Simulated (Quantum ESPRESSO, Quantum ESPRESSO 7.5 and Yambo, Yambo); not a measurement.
# MgI2 (1T monolayer): one start, several treatments of the self-energy

Wanted: the gap of MgI2 (1T monolayer) under several approximations, with cost.

Calculated with Quantum ESPRESSO 7.5 and Yambo 5.3.0; PBE and many-body steps on it, plane waves.

## Step 1: The structure

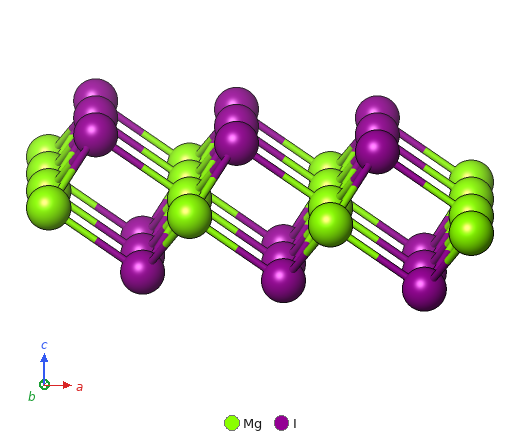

The starting structure, seen nearly edge on (magnesium green, iodine purple). 3×3×1 cells are drawn. Some periodic images of atoms are drawn too.

The cell holds 3 atoms: 1 Mg and 2 I. Cell: a = 4.208 Å, b = 4.208 Å, c = 16.000 Å, α = 90.0°, β = 90.0°, γ = 120.0°. Vacuum lies along c.

Coordinates:

```cif
data_structure
_symmetry_space_group_name_H-M 'P 1'
_symmetry_Int_Tables_number 1
_cell_length_a 4.2075
_cell_length_b 4.2075
_cell_length_c 16.0000
_cell_angle_alpha 90.000
_cell_angle_beta 90.000
_cell_angle_gamma 120.000
_cell_volume 245.31
loop_
_atom_site_label
_atom_site_type_symbol
_atom_site_fract_x
_atom_site_fract_y
_atom_site_fract_z
_atom_site_occupancy
Mg1 Mg 0.00000 0.00000 0.50000 1
I2 I 0.33333 0.66667 0.60469 1
I3 I 0.66667 0.33333 0.39531 1
```

The structure was relaxed with PBE. The runs that relaxed it are not among those shown. Spin-orbit coupling is left out unless a step names it.

## Step 2: Empty states on the mesh, 6×6×1 mesh, 356 bands

This step: Quantum ESPRESSO 7.5; DFT, PBE, plane waves, norm-conserving pseudopotentials.

The sums over transitions need many empty states on a uniform mesh; this step solves for them.

File pw.in:

```
&control
  calculation = 'nscf'
  prefix = 'x'
  outdir = 'o'
  pseudo_dir = 'pseudo'
/
&system
  ibrav = 0
  nat = 3
  ntyp = 2
  ecutwfc = 76.0
  nbnd = 356
  force_symmorphic = .true.
/
&electrons
  conv_thr = 1e-9
  electron_maxstep = 80
  diago_full_acc = .true.
  diago_thr_init = 5e-6
/
ATOMIC_SPECIES
  Mg 24.305 Mg.upf
  I 126.9 I.upf
CELL_PARAMETERS angstrom
  4.2075425951 0.0000000002 0.0000000000
  -2.1037712978 3.6438387748 0.0000000000
  0.0000000000 0.0000000000 16.0000000000
ATOMIC_POSITIONS crystal
  Mg 0.0000000000 0.0000000000 0.5000000000
  I 0.3333333333 0.6666666667 0.6046917629
  I 0.6666666667 0.3333333333 0.3953082371
K_POINTS automatic
  6 6 1 0 0 0
```

Launch:

```console
> OMP_NUM_THREADS=1 mpirun -n 4 pw.x -nk 4 -in pw.in > pw.out
```

The log of the run:

```text
Program PWSCF v.7.5 starts

     This program is part of the open-source Quantum ESPRESSO suite
     for quantum simulation of materials; please cite
         "P. Giannozzi et al., J. Phys.:Condens. Matter 21 395502 (2009);
         "P. Giannozzi et al., J. Phys.:Condens. Matter 29 465901 (2017);
         "P. Giannozzi et al., J. Chem. Phys. 152 154105 (2020);
     in publications or presentations arising from this work. More details at

     Atomic positions and unit cell read from directory:
     o/x.save/

     Message from routine setup:
[...]
18.2107  18.4250  19.1131  19.5234  20.0187  20.3310  20.6016  20.9957
     [... 33 further rows ...]
    67.2862  67.2897  67.5981  67.6018  67.7825  67.8972  67.9216  67.9891
    68.0302  68.1217  68.1536  68.3011

          k = 0.0000-0.5774 0.0000 ( 18536 PWs)   bands (ev):

     [... further k-points ...]

     highest occupied, lowest unoccupied level (ev):    -1.4034    2.2619

     XML data file, pseudopotentials, collected wavefunctions

=------------------------------------------------------------------------------=
   JOB DONE.
=------------------------------------------------------------------------------=
```

It took 4.2 min on 4 MPI ranks of Arm Neoverse V1, shared host; peak memory 2.5 GiB.

This step gave:

```
gap                                                           : 3.665 eV
k of the valence top                                          : 0, 0, 0
k of the conduction bottom                                    : 0, -0.5, 0
least direct gap                                              : 3.979 eV
k points computed                                             : 7
lowest point of the top converged band, above the valence top : 69.0914 eV
```

On this mesh the gap is 3.665 eV.

The density comes from a self-consistent run that is not shown.

## Step 3: Conversion and set-up

This step: Yambo 5.3.0; conversion and set-up on PBE, plane waves, norm-conserving pseudopotentials.

The states are converted to the many-body program's format and the q mesh is built.

Launch:

```console
> (cd o/x.save; p2y > p2y.log; mv SAVE ../..); yambo > setup.log
```

The log of the run:

```text
 Yambo, version 5.3.0

 [02] CORE Variables Setup
 =========================

  [02.01] Unit cells
  ==================

  Cell kind             :  HCP
  Atoms in the cell     :  Mg  I
  number of Mg atoms    :  1
  number of I  atoms    :  2

  List of atomic masses
  Mass of Mg    :  24.30500
  Mass of I     :  126.9000

  List of atomic coordinates    : [cc]
  Mg1       :   0.00000   0.00000  15.11781  order 1
  I1       : -0.71251E-09   4.5906       18.283      order 2
  I2       :   3.97555   2.29529  11.95239  order 3

[...]
BZ  Q-points                                      :   36

 K/Q-points units:
 rlu = crystal or reduced units; cc = cartesian coordinates; iku = interal k-units

 Q [1]          [rlu]:  0.000000  0.000000  0.000000
 Q [2]          [rlu]:  0.40333E-17  0.16667       0.0000
 Q [3]          [rlu]:  0.80666E-17  0.33333       0.0000
 Q [4]          [rlu]: -0.12100E-16 -0.50000       0.0000
 Q [5]          [rlu]:  0.166667  0.166667  0.000000
 Q [6]          [rlu]:  0.166667  0.333333  0.000000
 Q [7]          [rlu]:  0.333333  0.333333  0.000000

  [03.01] X indexes
  =================

   [03.01.01] Sigma indexes
   ========================

 [06] Game Over & Game summary
```

The job ended after 3.8 s (1 MPI rank; peak memory 0.26 GiB).

## Step 4: G0W0, Godby-Needs plasmon pole

Now the one-shot GW correction: screening in the RPA, then the self-energy of the levels asked for.

This step: G0W0 on PBE, plane waves, norm-conserving pseudopotentials.

File gw2.in:

```
HF_and_locXC
gw0
dyson
ppa
em1d
rim_cut
rim_w
RandQpts= 3000000
RandGvec= 100 RL
CUTGeo= "slab z"
RandGvecW= 9 RL
EXXRLvcs= 76 Ry
VXCRLvcs= 304 Ry
Chimod= "HARTREE"
% BndsRnXp
 1 | 181 |
%
NGsBlkXp= 8 Ry
% LongDrXp
 1 | 1 | 0 |
%
% GbndRnge
 1 | 181 |
%
DysSolver= "n"
ExtendOut
PPAPntXp= 27.21138 eV
% QPkrange
 1 | 1 | 29 | 32 |
 4 | 4 | 29 | 32 |
%
```

Launch:

```console
> OMP_NUM_THREADS=1 mpirun -n 4 yambo -F gw2.in -J gw2 -C gw2 > gw2.log
```

The log of the run:

```text
 Yambo, version 5.3.0

 [02] CORE Variables Setup
 =========================

  [... cell, symmetries and grids as in the set-up ...]

  [02.05] Energies & Occupations
  ==============================

  [X] === General ===
  [X] Electronic Temperature                        :  0.000000  0.000000 [eV K]
  [X] Bosonic    Temperature                        :  0.000000  0.000000 [eV K]
  [X] Finite Temperature mode                       : no
  [X] El. density                                   :  0.24459E+24 [cm-3]
  [X] Fermi Level                                   : -1.403412 [eV]

  [X] === Gaps and Widths ===
  [X] Conduction Band Min                           :  3.665263 [eV]
  [X] Valence Band Max                              :  0.000000 [eV]
  [X] Filled Bands                                  :  30
  [X] Empty Bands                                   :    31   356
  [X] Direct Gap                                    :  3.979035 [eV]
  [X] Direct Gap localized at k                     :  1
  [X] Indirect Gap                                  :  3.665263 [eV]
  [X] Indirect Gap between kpts                     :   1   4
  [X] Last valence band width                       :  0.671967 [eV]
  [X] 1st conduction band width                     :  1.070350 [eV]

 [03] Transferred momenta grid and indexing
 ==========================================

 IBZ Q-points                                      :   7
 BZ  Q-points                                      :   36

 K/Q-points units:
 rlu = crystal or reduced units; cc = cartesian coordinates; iku = interal k-units

 Q [1]          [rlu]:  0.000000  0.000000  0.000000
 Q [2]          [rlu]:  0.40333E-17  0.16667       0.0000
 Q [3]          [rlu]:  0.80666E-17  0.33333       0.0000
 Q [4]          [rlu]: -0.12100E-16 -0.50000       0.0000
 Q [5]          [rlu]:  0.166667  0.166667  0.000000
 Q [6]          [rlu]:  0.166667  0.333333  0.000000
 Q [7]          [rlu]:  0.333333  0.333333  0.000000

 [04] Coloumb potential Random Integration (RIM)
 ===============================================

 Performing RIM of v_slab

  [04.01] RIM initialization
  ==========================

  * Diagonal components only detected *

  8 x (sBL volume)        :  0.033298 [a.u.]
  sBZ random points       :  3000000
  Points outside the sBZ  :  24000829
  RL volume               :  0.149843 [a.u.]
  Integrated volume       :  0.149837 [a.u.]

  [04.02] RIM integrals
  =====================

  Gamma point sphere radius             :  0.035709 [a.u.]
  Points outside the sphere             :  2398884
  [Int_sBZ(q=0) 1/q^2]*(Vol_sBZ)^(-1/3) =:  7.474062
                                 should be <:  7.795600

  Summary of Coulomb integrals for non-metallic bands |Q|[au] RIM/Bare

  Q [1] 0.100000E-4 0.958754 * Q [2] 0.152079 0.990823
  Q [5] 0.263409 1.022660 * Q [3] 0.304159 1.022159
  Q [6] 0.402364 1.017226 * Q [4] 0.456238 1.014482
  Q [7] 0.526819 1.011227
  Non-periodic chartesian directions : none
  Optical renormalization            :  30.23562 [au]
  Polarizability dimension           : length

 [05] Coloumb potential CutOffslab
 =================================

 Cut directionsZ
 Slab Cutoff:Z
 Symmetry test passed : yes

 [WARNING] [Xp] User bands 1-181 break level degeneracy

 [06] Dipoles
 ============

  [06.01] Setup: observables and procedures
  =========================================

  [WARNING] [x,Vnl] slows the Dipoles computation. To neglect it rename the ns.kb_pp file

 [07] Dynamic Dielectric Matrix (PPA)
 ====================================

 [WR./gw2//ndb.pp]---------------------------------------------------------------
  Brillouin Zone Q/K grids (IBZ/BZ)                :    7   36    7   36
  RL vectors                                       :  21779 [WF]
  Coulomb cutoff potential                         : slab z
  Electronic Temperature                           :  0.000000 [K]
  Bosonic    Temperature                           :  0.000000 [K]
[...]
RL vectors in the sum                            :  21779
  [r,Vnl] included                                 : yes
  Field direction                                  :  0.707107E-5  0.707107E-5   0.00000
  BZ energy Double Grid                            : no
  BZ energy DbGd points                            : 0
  BZ Q point size factor                           : -1.000000
  X Optical Averaged directions                    : none

 [08] Local Exchange-Correlation + Non-Local Fock
 ================================================

 [VXC] Plane waves :  148115
 [EXS] Plane waves :  18431

 QP @ state[ 1 ] K range:  1  1
 QP @ state[ 1 ] b range:   29   32
 QP @ state[ 2 ] K range:   4   4
 QP @ state[ 2 ] b range:   29   32

 [xc] Functional : Perdew, Burke & Ernzerhof(X)+Perdew, Burke & Ernzerhof(C)
 [xc] LIBXC used to calculate xc functional
  PP Number of Atomic Species                      :  2
  NLCC RL compoments                               :  148115
  PP Number of Atomic Species                      :  2
  NLCC RL compoments                               :  148115

 [xc] E_xc :  -51.63343 [Ha]
      E_xc :  -103.2669 [Ry]

  Local XC kind (lXC) : Perdew, Burke & Ernzerhof(X)+Perdew, Burke & Ernzerhof(C)
  Non-Local XC kind (nlXC) : Hartree-Fock

  Corrections @ K [1] :  [eV]
 <29|nlXC|29> = -16.54534 -0.66382E-17 <29|lXC|29> = -13.82048  0.18882E-15
 <30|nlXC|30> = -16.54529  0.24104E-17 <30|lXC|30> = -13.82048 -0.37763E-15
 <31|nlXC|31> = -5.758099 -0.20153E-18 <31|lXC|31> = -9.514106 -0.37763E-15
 <32|nlXC|32> = -4.904980  0.54718E-18 <32|lXC|32> = -8.904741  0.28323E-15

  Corrections @ K [4] :  [eV]
 <29|nlXC|29> = -16.01394  0.27719E-17 <29|lXC|29> = -12.92482 -0.47204E-16
 <30|nlXC|30> = -16.30376 -0.22452E-17 <30|lXC|30> = -13.39132  0.23602E-16
 <31|nlXC|31> = -5.720157  0.13837E-17 <31|lXC|31> = -9.602717  0.22940E-27
 <32|nlXC|32> = -4.763227  0.10506E-18 <32|lXC|32> = -8.729523  0.70806E-16

 [09] Dyson equation: Newton solver
 ==================================

  [09.01] RIM-W interpolation
  ===========================

  [WARNING] RIM-W works only for 2D semiconductors with slab cutoff
  Found compatible q grid: 2D
  q_min[ 1 ]:  0.16667      0.37797E-11   0.0000     [rlu]
   0.166667  0.083333  0.000000 [iku]
  q_min[ 2 ]:  0.40333E-17  0.16667       0.0000     [rlu]
  -0.91479E-11  0.16667       0.0000     [iku]
  G-vectors :   9
  G-vectors loaded:   61
  Number of interpolated frequencies:  2

  Evaluating coefficients q = 0
  Evaluating coefficients q = 0

  [09.02] RIM-W integrals
  =======================

  8 x (sBL volume)        :  0.033298 [a.u.]
  sBZ random points       :  3000000
  Points outside the sBZ  :  24000829
  RL volume               :  0.149843 [a.u.]
  Integrated volume       :  0.149837 [a.u.]

  [09.03] RIM integrals
  =====================

  Comparison between head Wc = W - v averages: < Wc > [au] RIM-W/RIM

   < -Wc [Q = 1] > 0.172109E-1 0.119845E-4 * < -Wc [Q = 2] > 0.003910 0.003777
   < -Wc [Q = 3] > 0.806651E-3 0.794065E-3 * < -Wc [Q = 4] > 0.289880E-3 0.286825E-3
   < -Wc [Q = 5] > 0.001150 0.001131 * < -Wc [Q = 6] > 0.406875E-3 0.403172E-3
   < -Wc [Q = 7] > 0.205970E-3 0.205138E-3

  Comparison between head Wc = W - v averages: < Wc > [au] RIM-W/RIM

   < -Wc [G = 1,G`=0] > 0.172109E-1 0.119845E-4 * < -Wc [G = 2,G`=0] >-0.001241 0.000000
   < -Wc [G = 3,G`=0] >-0.001241 0.000000 * < -Wc [G = 4,G`=0] >-0.178513E-4  0.00000
   < -Wc [G = 5,G`=0] >-0.178424E-4  0.00000 * < -Wc [G = 6,G`=0] > 0.107228E-3  0.00000
   < -Wc [G = 7,G`=0] > 0.107219E-3  0.00000 * < -Wc [G = 8,G`=0] >-0.164474E-4  0.00000
   < -Wc [G = 9,G`=0] >-0.164467E-4  0.00000

 [10] G0W0 (W PPA)
 =================

 [  GW  ] Bands range     :    1  181
 [GW/PPA] G damping       :  0.100000 [eV]

 QP @ state[ 1 ] K range:  1  1
 QP @ state[ 1 ] b range:   29   32
 QP @ state[ 2 ] K range:   4   4
 QP @ state[ 2 ] b range:   29   32

  Sc/G bands                                       :    1  181
  Sc/G damping                                     :  0.100000 ev
  Sc bands terminator                              : no
  Sx RL components                                 :  18431

  QP @ state[ 1 ] K range                          :  1  1
  QP @ state[ 1 ] b range                          :   29   32
  QP @ state[ 2 ] K range                          :   4   4
  QP @ state[ 2 ] b range                          :   29   32
  GF energies kind                                 : Perdew, Burke & Ernzerhof(X)+Perdew, Burke & Ernzerhof(C)
  GF WF`s kind                                     : Perdew, Burke & Ernzerhof(X)+Perdew, Burke & Ernzerhof(C)
  Xs energies kind                                 : Perdew, Burke & Ernzerhof(X)+Perdew, Burke & Ernzerhof(C)
  Xs WF`s kind                                     : Perdew, Burke & Ernzerhof(X)+Perdew, Burke & Ernzerhof(C)

 [14] Game Over & Game summary
```

Wall time 13 min (4 MPI ranks); peak memory 4.5 GiB.

Numbers from this step:

```
G0W0 gap on the points computed              : 5.927 eV
starting gap on the mesh                     : 3.665 eV
k of the valence top                         : 0, 0, 0
k of the conduction bottom                   : 0, -0.5, 0
least direct G0W0 gap on the computed points : 6.189 eV
Z at the valence top                         : 0.8135
Z at the conduction bottom                   : 0.8323
```

The gap on the mesh goes from 3.67 eV to 5.93 eV, a correction of +2.26 eV.

(Continued in part 2 of 2.)

[Paths, hosts, dates, memory and timing lines, banners, echoed tables and standing remarks are left out of the program output.]

[Logs are printed without paths, hosts, clocks, repeated set-up lines and the standing remarks that a program may print on its own settings, such as how far it seeks lower states.]

[Runs of the session that timed out or met a known fault of the program may be left out.]

[Hosts, paths, dates, database ids (printed as entryN), source tags and the programs' standing remarks are cut or masked in the printed files.]
